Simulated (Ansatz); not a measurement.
# Energy of Ti along a strain of the cell

System: Ti (2 atoms in the cell).
Method: DFT PBEsol, scalar-relativistic, plane waves, PAW, no spin polarisation (Ansatz 0.2.0).

The 8 runs differ only in the geometry, by a strain of the cell at fixed fractional positions. Against run 5, the strain is εyy = η. The structure derives from an entry of the Crystallography Open Database.

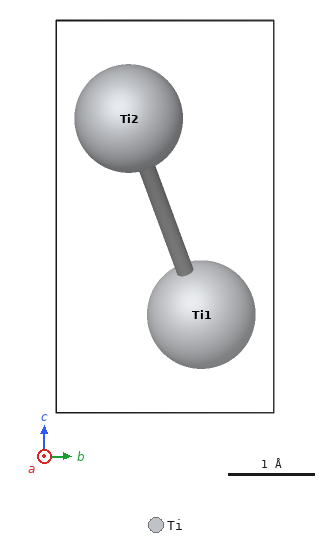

Figure 1. The structure of run 5 (ball-and-stick view of the cell of the calculation, along the a axis; atoms are numbered from 1 in the order of the input). An atom can appear more than once, as a periodic image.

### Input of run 5
```yaml
crystal:
  lattice:
    - [2.9004352004, 0.0, 0.0]
    - [-1.4502176002, 2.5495283241, 0.0]
    - [0.0, 0.0, 4.5909904469]
  atoms:
    - { symbol: Ti, position: [0.3333333333, 0.6666666667, 0.25] }
    - { symbol: Ti, position: [0.6666666667, 0.3333333333, 0.75] }
basis:
  ecutwfc: 420
kpoints:
  mp_grid: { grid: [24, 24, 14] }
hamiltonian:
  xc: pbesol
scf:
  occupations: { method: gaussian, width: 0.15 }
output:
  forces: true
  stress: true
  eigenvalues: true
```

Command:
```bash
ansatz run input.yaml --threads 1 --pin off --max-ram 2560MiB --backend cpu --events-out ev --progress --plain --runs-dir out
```

Lattice vectors (Å) and fractional positions of run 5:
```
   2.900435    0.000000    0.000000
  -1.450218    2.549528    0.000000
   0.000000    0.000000    4.590990
Ti  0.333333  0.666667  0.250000
Ti  0.666667  0.333333  0.750000
```

Run 3 differs from it as follows:
```diff
-    - [-1.4502176002, 2.5495283241, 0.0]
+    - [-1.4502176002, 2.4364950486, 0.0]
```

### Results, with one run withheld

```tsv
run	strain parameter η (%)	free energy per atom, from the lowest run given (meV)	pressure (GPa)
1	−7.3892	39.89	8.20
2	−5.9113	21.03	5.96
3	−4.4335	?	?
4	−2.9557	0.28	1.87
5	0.0000	0.00	−1.68
6	1.4778	6.61	−3.27
7	2.9557	17.17	−4.73
8	4.4335	31.26	−6.09
```

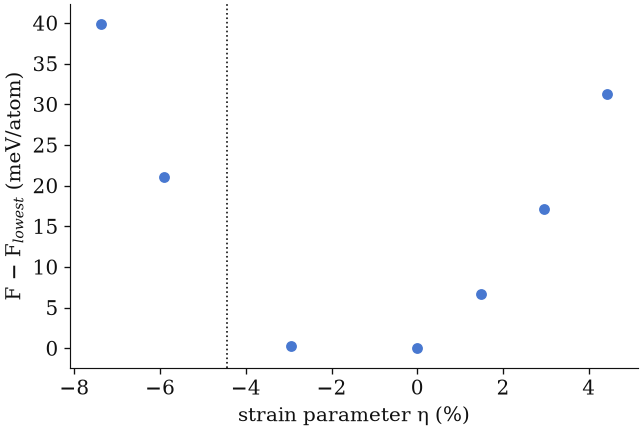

Figure 2. Free energy per atom of the runs given; the dotted line marks run 3.

What should run 3 give?

A cubic polynomial in the coordinate, fitted to the 7 runs given, misses them by at most 0.05 meV per atom. With x = η + 1.0556, it reads F = −2.0289 + 0.85098 x + 1.057 x² − 0.019412 x³ (meV per atom). At run 3 it gives 7.91 meV per atom, and the run itself gives 7.92. The fit has its minimum at η = −1.4538 %.

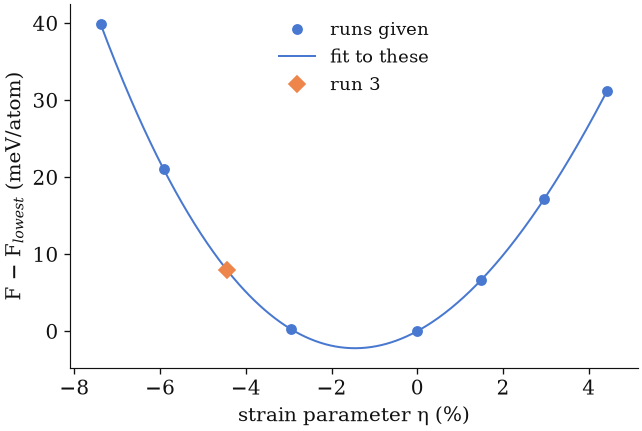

Figure 3. The fit and the withheld run.

### Output, shortened to warnings, some set-up lines, iterations and results (run 3)
```
Basis set: ecut = 420 eV, 623 PW (Γ), exchange–correlation on 40×40×64 points (8 copies of the dense FFT grid, shifted against one another)
Symmetry: 8 space group operations
k-points: 1256 of 8064
Initial density: superposition of atomic densities (neutral atoms: chi_scale 0, normalization atom), corrected by the library's trained network
[...]
SCF iter   1: F=—  HF=-4947.789539 eV  |F-HF|=—  |Δ(HF+E_count)|=         —  Δρ=8.09e-3  dr2=1.58e-2  ethr=1.77e-3  ⟨swp⟩=3.3  Hψ=78246  notcnv=0
SCF iter   2: F=—  HF=-4947.784886 eV  |F-HF|=—  |Δ(HF+E_count)|=   4.65e-3  Δρ=3.68e-3  dr2=3.37e-3  ethr=6.59e-5  ⟨swp⟩=1.2  Hψ=31414  notcnv=0
SCF iter   3: F=—  HF=-4947.783935 eV  |F-HF|=—  |Δ(HF+E_count)|=   9.52e-4  Δρ=3.34e-4  dr2=1.13e-5  ethr=1.40e-5  ⟨swp⟩=3.0  Hψ=37318  notcnv=0
SCF iter   4: F=—  HF=-4947.783914 eV  |F-HF|=—  |Δ(HF+E_count)|=   2.05e-5  Δρ=3.60e-5  dr2=1.40e-7  ethr=4.70e-8  ⟨swp⟩=2.1  Hψ=33188  notcnv=0
SCF iter   5: F=-4947.783914 eV  HF=-4947.783914 eV  |F-HF|=1.59e-8  |Δ(HF+E_count)|=   2.14e-7  Δρ=9.45e-6  dr2=1.92e-8  ethr=5.85e-10  ⟨swp⟩=2.4  Hψ=34780  notcnv=0
SCF iter   6: F=-4947.783914 eV  HF=-4947.783914 eV  |F-HF|=2.49e-10  |Δ(HF+E_count)|=   9.03e-9  Δρ=1.28e-6  dr2=3.13e-10  ethr=8.00e-11  ⟨swp⟩=2.1  Hψ=61637  notcnv=0
SCF 1 converged in 6 iterations: F = -4947.783914 eV  dr2 = 3.13e-10
SCF converged after 6 iterations
Free energy (F): -4947.783914 eV
Harris-Foulkes:  -4947.783914 eV  (|F-HF|=2.49e-10)
Internal energy: -4947.761168 eV  (E = F + TS)
E sigma→0 (E₀):  -4947.772541 eV
Entropy (-TS):   -0.022746 eV (-11.373 meV/atom)
Fermi energy:    14.349454 eV
--- Per-component energies (eV) ---
  E_band       = -287.239334
  E_kinetic    = 547.915457
  E_local      = -1551.160315  (includes V_loc(G=0)·N_el)
  E_nonlocal   = 18.984411
  E_hartree    = 641.592587
  E_xc         = -194.453270
  E_vxc        = -244.414811  (∫ρ·V_xc dr)
  E_paw        = -2045.423816  (= ΣΔE_a)
  E_vpaw       = -341.748979  (= ΣTr[D̂ρ^β])
  E_aug_tail   = 0.000232  (compensation charges beyond the density's cutoff)
  E_ewald      = -2365.495224
  E_core_change = 0.278769  (= ΣΔE_core)
  E_smearing   = -0.022746  (= −TS)
  E_closure    = 0.000000  (closes the sum)
  Σ components = -4947.783914   (vs F -4947.783914, Δ=0.00e0)
--- Forces (eV/Å), atoms counted from 1 ---
  atom   1  Ti    -0.00000000    -0.08371474     0.00000000
  atom   2  Ti     0.00000000     0.08371474    -0.00000000
  max |Σ_I F_I| component: 0.00e0 eV/Å
--- Stress (GPa, compression-positive) ---
        2.334830       0.000000      -0.000000
        0.000000       6.593202       0.000000
       -0.000000       0.000000       2.608551
  P = ⅓ Tr σ = 3.8455 GPa (38.455 kbar)
```
